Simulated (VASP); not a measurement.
## Geometry relaxation of CdS (part 1 of 2)

CdS (F-43m, 2 atoms in the cell), computed with Kohn-Sham DFT of a periodic cell, r2SCAN, VASP PAW PBE potentials, recommended, no spin polarisation (VASP 6.6.1).

The structure derives from an entry of the Crystallography Open Database.

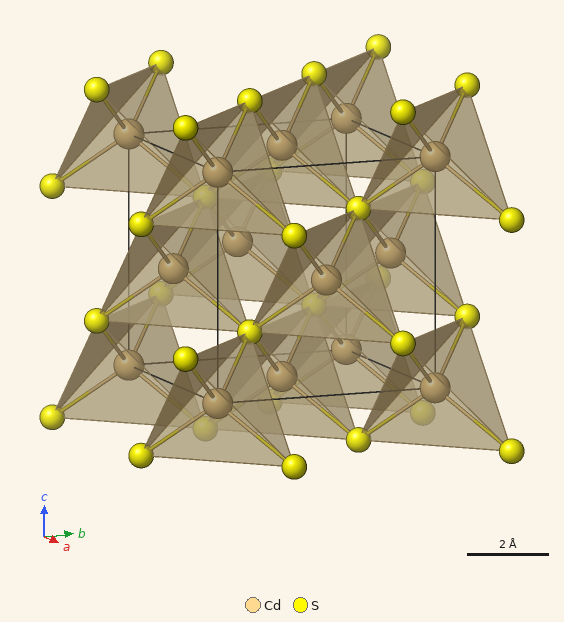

Fig. 1: The starting structure (polyhedral view of the cell 4 times as large as that of the calculation, set on its symmetry axes, seen slightly off an axis; polyhedra are completed across the faces of the cell).

### INCAR
```
SYSTEM = CdS
PREC = Accurate
ENCUT = 600
EDIFF = 1E-6
ISMEAR = 0
SIGMA = 0.03
LREAL = .False.
LASPH = .True.
NELM = 80
ALGO = Normal
ISIF = 3
LWAVE = .False.
LCHARG = .False.
METAGGA = R2SCAN
LMIXTAU = .True.
IBRION = 2
NSW = 90
EDIFFG = -0.01
```

### KPOINTS
```
Automatic mesh
0
Gamma
  8 8 8
  0 0 0
```

### POSCAR
```
CdS
1.0
    0.0000000000      2.9165000000      2.9165000000
    2.9165000000      0.0000000000      2.9165000000
    2.9165000000      2.9165000000      0.0000000000
Cd S
1 1
Direct
    0.0000000000      0.0000000000      0.0000000000
    0.2500000000      0.2500000000      0.2500000000
```

Hardware: 1 thread of AMD EPYC (Zen 3), 64 GiB of memory available, shared host.

Run as:
```bash
cat potpaw_PBE.64/Cd/POTCAR potpaw_PBE.64/S/POTCAR > POTCAR
mpirun -np 1 vasp_std > vasp.out
```

### OSZICAR
```
N       E                     dE             d eps       ncg     rms          rms(c)
DAV:   1     0.965990230154E+02    0.96599E+02   -0.10018E+04   762   0.145E+03
DAV:   2    -0.289958024298E+02   -0.12559E+03   -0.11973E+03   849   0.317E+02
DAV:   3    -0.348208125694E+02   -0.58250E+01   -0.58023E+01   919   0.713E+01
DAV:   4    -0.348648139506E+02   -0.44001E-01   -0.43994E-01   824   0.622E+00
DAV:   5    -0.348653871706E+02   -0.57322E-03   -0.57322E-03   929   0.685E-01    0.786E+00
DAV:   6    -0.294858738330E+02    0.53795E+01   -0.41545E+00   754   0.344E+01    0.959E+00
DAV:   7    -0.295946608654E+02   -0.10879E+00   -0.48440E-01   754   0.914E+00    0.549E+00
DAV:   8    -0.294681904383E+02    0.12647E+00   -0.41511E-01   754   0.622E+00    0.126E+00
DAV:   9    -0.296408836517E+02   -0.17269E+00   -0.23230E-01   754   0.473E+00    0.729E-01
DAV:  10    -0.296760816786E+02   -0.35198E-01   -0.18350E-02   754   0.131E+00    0.317E-01
DAV:  11    -0.296763528010E+02   -0.27112E-03   -0.62151E-03   814   0.937E-01    0.189E-01
DAV:  12    -0.296777349714E+02   -0.13822E-02   -0.20888E-03   769   0.472E-01    0.128E-01
DAV:  13    -0.296782203943E+02   -0.48542E-03   -0.11225E-03   754   0.397E-01    0.364E-02
DAV:  14    -0.296784746820E+02   -0.25429E-03   -0.71679E-05   784   0.818E-02    0.556E-03
DAV:  15    -0.296785022462E+02   -0.27564E-04   -0.18068E-05   809   0.455E-02    0.593E-03
DAV:  16    -0.296785011818E+02    0.10644E-05   -0.43913E-06   769   0.214E-02    0.554E-03
DAV:  17    -0.296785036083E+02   -0.24265E-05   -0.91176E-07   552   0.110E-02    0.361E-03
DAV:  18    -0.296785041636E+02   -0.55532E-06   -0.68290E-07   522   0.105E-02
   1 F= -.29678504E+02 E0= -.29678504E+02  d E =-.296785E+02
       N       E                     dE             d eps       ncg     rms          rms(c)
DAV:   1    -0.299207532552E+02   -0.24225E+00   -0.53170E+00   789   0.328E+01    0.419E+00
DAV:   2    -0.296979987677E+02    0.22275E+00   -0.53152E-01   789   0.119E+01    0.150E+00
DAV:   3    -0.296860505374E+02    0.11948E-01   -0.48786E-02   759   0.320E+00    0.132E+00
DAV:   4    -0.296704192332E+02    0.15631E-01   -0.27516E-02   754   0.169E+00    0.364E-01
DAV:   5    -0.296836884547E+02   -0.13269E-01   -0.97009E-03   754   0.120E+00    0.168E-01
DAV:   6    -0.296774728782E+02    0.62156E-02   -0.70177E-03   754   0.101E+00    0.757E-02
DAV:   7    -0.296844445582E+02   -0.69717E-02   -0.27399E-03   754   0.670E-01    0.404E-02
DAV:   8    -0.296843132927E+02    0.13127E-03   -0.29258E-05   829   0.583E-02    0.213E-02
DAV:   9    -0.296844890015E+02   -0.17571E-03   -0.18831E-04   754   0.166E-01    0.108E-02
DAV:  10    -0.296845093308E+02   -0.20329E-04   -0.14875E-05   754   0.501E-02    0.779E-03
DAV:  11    -0.296845089277E+02    0.40312E-06   -0.65082E-07   482   0.779E-03
   2 F= -.29684509E+02 E0= -.29684509E+02  d E =-.600476E-02
       N       E                     dE             d eps       ncg     rms          rms(c)
DAV:   1    -0.297081780685E+02   -0.23669E-01   -0.48726E-01   794   0.969E+00    0.116E+00
DAV:   2    -0.296869788513E+02    0.21199E-01   -0.53693E-02   794   0.383E+00    0.409E-01
DAV:   3    -0.296857915595E+02    0.11873E-02   -0.45842E-03   759   0.946E-01    0.346E-01
DAV:   4    -0.296847264626E+02    0.10651E-02   -0.23871E-03   754   0.486E-01    0.991E-02
DAV:   5    -0.296856905687E+02   -0.96411E-03   -0.95518E-04   754   0.373E-01    0.492E-02
DAV:   6    -0.296853435232E+02    0.34705E-03   -0.63105E-04   754   0.301E-01    0.281E-02
DAV:   7    -0.296858282891E+02   -0.48477E-03   -0.15646E-04   754   0.159E-01    0.106E-02
DAV:   8    -0.296858167541E+02    0.11535E-04   -0.18664E-06   791   0.123E-02    0.825E-03
DAV:   9    -0.296858451484E+02   -0.28394E-04   -0.21463E-05   754   0.564E-02    0.231E-03
DAV:  10    -0.296858461644E+02   -0.10160E-05   -0.86358E-07   532   0.113E-02    0.228E-03
DAV:  11    -0.296858463517E+02   -0.18732E-06   -0.13045E-07   377   0.350E-03
   3 F= -.29685846E+02 E0= -.29685846E+02  d E =-.734219E-02
```

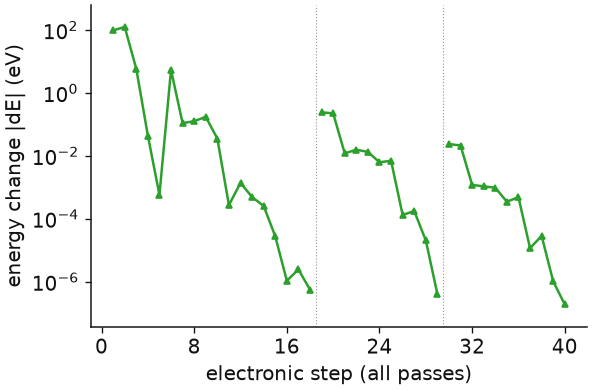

Fig. 2: Convergence of the self-consistent field: energy change |dE| against the electronic step. Each stretch between dotted lines is the SCF of one geometry step of a relaxation. The 3 ionic steps take 11 to 18 electronic steps each. The density is held fixed in the first few steps, and dE rises again when its update begins.

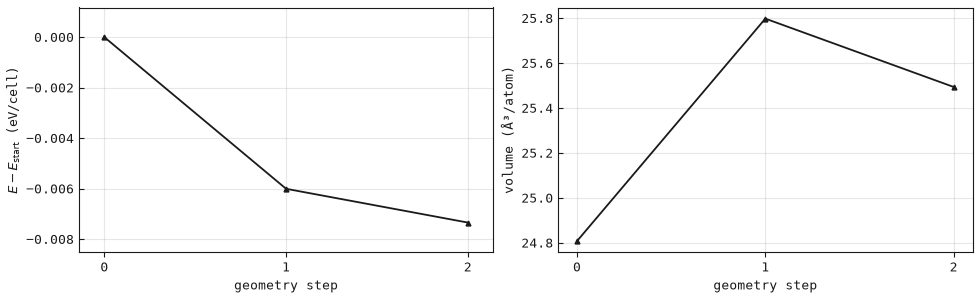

Fig. 3: Progress of the relaxation, step by step (steps are counted from 0).

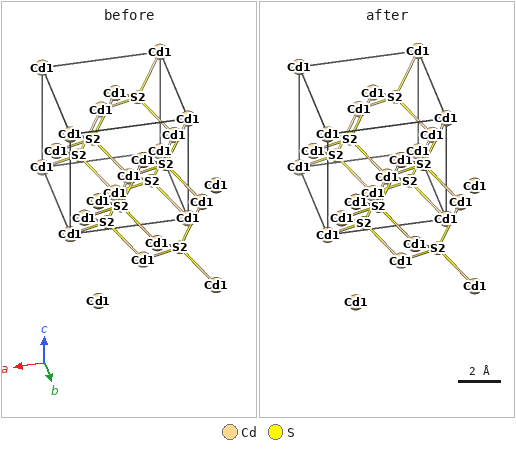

Fig. 4: Before (left) and after (right) the relaxation, at one scale (ball-and-stick view of the cell 4 times as large as that of the calculation, set on its symmetry axes, repeated 1 × 2 × 1, seen at an oblique angle). No atom moves by more than 0.005 Å relative to the cell. Cell: a = b = c 5.833 → 5.886 Å (+0.9 %). Volume +2.8 %. Distances before and after: Cd1–S2 2.526 → 2.549 Å. The space group stays F-43m (No. 216). After 2 geometry steps the energy has fallen by 7.3 meV per cell of the calculation. All forces vanish by symmetry, so only the cell relaxes. (Atoms are counted from 1 in the order of the input.)

### Parts of OUTCAR
```
SYSTEM = CdS
   PREC = Accurate
   ENCUT = 600
   EDIFF = 1E-6
   ISMEAR = 0
   LREAL = .False.
   LASPH = .True.
   NELM = 80
   ISIF = 3
   METAGGA = R2SCAN
   IBRION = 2
   NSW = 90
   EDIFFG = -0.01

 ion  position               nearest neighbor table
   1  0.000  0.000  0.000-   2 2.53   2 2.53   2 2.53   2 2.53
   2  0.250  0.250  0.250-   1 2.53   1 2.53   1 2.53   1 2.53

  LATTYP: Found a face centered cubic cell.
 ALAT       =     5.8330000000

  Lattice vectors:

 A1 = (   0.0000000000,   2.9165000000,   2.9165000000)
 A2 = (   2.9165000000,   0.0000000000,   2.9165000000)
 A3 = (   2.9165000000,   2.9165000000,   0.0000000000)

Analysis of symmetry for initial positions (statically):
=====================================================================
 Subroutine PRICEL returns:
 Original cell was already a primitive cell.

 Routine SETGRP: Setting up the symmetry group for a
 face centered cubic supercell.

 Subroutine GETGRP returns: Found 24 space group operations
 (whereof 24 operations were pure point group operations)
 out of a pool of 48 trial point group operations.

The static configuration has the point symmetry T_d .

Analysis of symmetry for dynamics (positions and initial velocities):
=====================================================================
 Subroutine PRICEL returns:
 Original cell was already a primitive cell.

 Routine SETGRP: Setting up the symmetry group for a
 face centered cubic supercell.

 Subroutine GETGRP returns: Found 24 space group operations
 (whereof 24 operations were pure point group operations)
 out of a pool of 48 trial point group operations.

The dynamic configuration has the point symmetry T_d .

 Subroutine INISYM returns: Found 24 space group operations
 (whereof 24 operations are pure point group operations),
 and found     1 'primitive' translations

----------------------------------------------------------------------------------------

                                     Primitive cell

  volume of cell :      49.6153

  direct lattice vectors                    reciprocal lattice vectors
     0.000000000  2.916500000  2.916500000    -0.171438368  0.171438368  0.171438368
     2.916500000  0.000000000  2.916500000     0.171438368 -0.171438368  0.171438368
     2.916500000  2.916500000  0.000000000     0.171438368  0.171438368 -0.171438368

  length of vectors
     4.124553855  4.124553855  4.124553855     0.296939964  0.296939964  0.296939964

  position of ions in fractional coordinates (direct lattice)
     0.000000000  0.000000000  0.000000000
     0.250000000  0.250000000  0.250000000

  ion indices of the primitive-cell ions
   primitive index   ion index
                 1           1
                 2           2

----------------------------------------------------------------------------------------

 KPOINTS: Automatic mesh

Automatic generation of k-mesh.
 Grid dimensions read from file:
 generate k-points for:    8    8    8

 Generating k-lattice:

  Cartesian coordinates                     Fractional coordinates (reciprocal lattice)
    -0.021429796  0.021429796  0.021429796     0.125000000  0.000000000  0.000000000
     0.021429796 -0.021429796  0.021429796     0.000000000  0.125000000  0.000000000
     0.021429796  0.021429796 -0.021429796     0.000000000  0.000000000  0.125000000

  Length of vectors
     0.037117495  0.037117495  0.037117495

  Shift w.r.t. Gamma in fractional coordinates (k-lattice)
     0.000000000  0.000000000  0.000000000

 Subroutine IBZKPT returns following result:
 ===========================================

 Found     29 irreducible k-points:

 Following reciprocal coordinates:
            Coordinates               Weight
  0.000000  0.000000  0.000000      1.000000
  0.125000  0.000000  0.000000      8.000000
  0.250000  0.000000  0.000000      8.000000
  0.375000  0.000000  0.000000      8.000000
  0.500000  0.000000  0.000000      4.000000
  0.125000  0.125000  0.000000      6.000000
  0.250000  0.125000  0.000000     24.000000
  0.375000  0.125000  0.000000     24.000000
  0.500000  0.125000  0.000000     24.000000
 -0.375000  0.125000  0.000000     24.000000
 -0.250000  0.125000  0.000000     24.000000
 -0.125000  0.125000  0.000000     12.000000
  0.250000  0.250000  0.000000      6.000000
  0.375000  0.250000  0.000000     24.000000
  0.500000  0.250000  0.000000     24.000000
 -0.375000  0.250000  0.000000     24.000000
 -0.250000  0.250000  0.000000     12.000000
  0.375000  0.375000  0.000000      6.000000
  0.500000  0.375000  0.000000     24.000000
 -0.375000  0.375000  0.000000     12.000000
  0.500000  0.500000  0.000000      3.000000
  0.375000  0.250000  0.125000     24.000000
  0.500000  0.250000  0.125000     48.000000
 -0.375000  0.250000  0.125000     24.000000
 [... further k-points ...]
```
